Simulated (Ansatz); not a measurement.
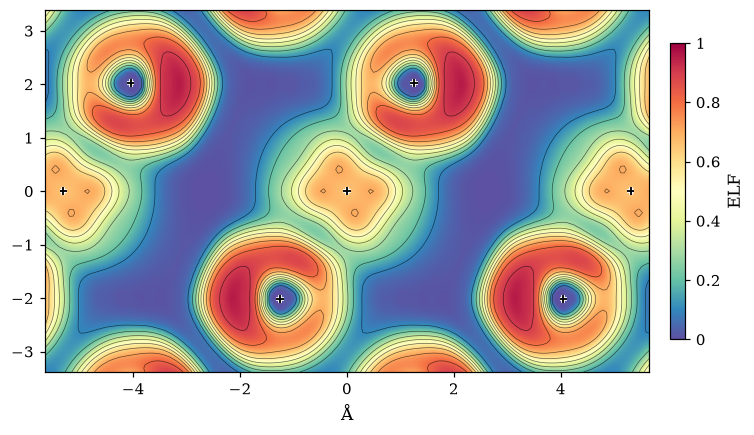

The ELF on a plane through atoms (crosses mark nuclei in the plane).

The calculation used DFT, PBE, plane waves, PAW in Ansatz.

Candidates:
A. InAs, a = 4.32 Å, b = 4.32 Å, c = 10.53 Å, α = 90.00°, β = 90.00°, γ = 120.00°. Space group R3m; started from the zincblende prototype, which need not be the ambient phase; changed on purpose from its base cell (shear 111 strain -0.5%); computed pressure about 2 GPa in this cell.
B. PtS$_{2}$, a = 3.50 Å, b = 3.50 Å, c = 5.31 Å, α = 90.00°, β = 90.00°, γ = 120.00°. Space group P-3m1; started from the 1T (CdI2) bulk prototype, which need not be the ambient phase; changed on purpose from its base cell (epitaxial xy strain -1.5%); computed pressure about 6 GPa in this cell.

Q: Which candidate gave the map?

A: Candidate B: PtS$_{2}$ on the (110) plane of the conventional cell, which holds Pt and S. Pt–S (2.38 Å): the ELF peaks at about 0.90 in the valence shell of S, 0.8 Å from its nucleus, and is about 0.45 at the midpoint.
